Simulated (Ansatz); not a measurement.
MoSe

```xyz
2
Lattice="3.1072 0.0000 0.0000 0.0000 3.1072 0.0000 0.0000 0.0000 3.1072" Properties=species:S:1:pos:R:3 pbc="T T T"
Mo    0.0000    0.0000    0.0000
Se    1.5536    1.5536    1.5536
```

Space group Pm-3m; started from the CsCl (B2) prototype, which need not be the ambient phase; computed without spin polarisation.

Theory: DFT PBEsol, scalar-relativistic, plane waves, PAW in Ansatz 0.2.0.

In a PAW calculation such maps are meaningful between the atoms, not at the nuclei.

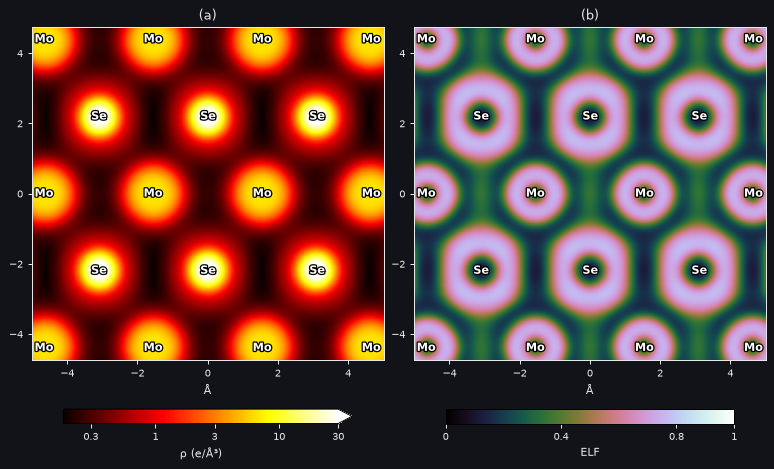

Figure 1. (a) valence charge density (pseudo); (b) electron localisation function on the (101̄) plane of the conventional cell.

> Interpret the plot.

The plane passes through Mo and Se nuclei. Mo–Se (2.69 Å): the density is about 0.38 e/Å³ at the midpoint; the ELF is about 0.35 at the midpoint. Between the atoms the lowest density in this plane is 0.18 e/Å³. The features right at Mo lie inside the PAW spheres, where the map follows smoothed inner orbitals and isn't to be read closely.

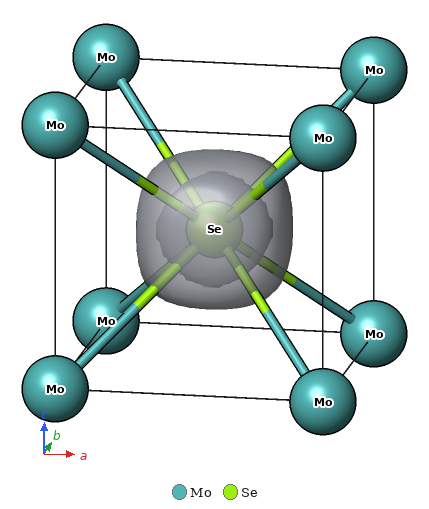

Figure 2. Isosurface of the electron localisation function at 0.7 (grey), seen slightly off an axis. Only the valence region is drawn (cores and ρ < 0.01 e/Å³ removed). Sticks mark near contacts.

> Where are the electrons localised?

The surface consists of one region wrapped around Se (its valence shell), counted in one cell of 2 atoms. Any copies at cell faces, edges or corners count once.

> Does the calculation make it a metal, or give it a gap?

It is gapless in this calculation (a metal or semimetal); semilocal functionals without U, or without the true magnetic order, often close the gap of such compounds.
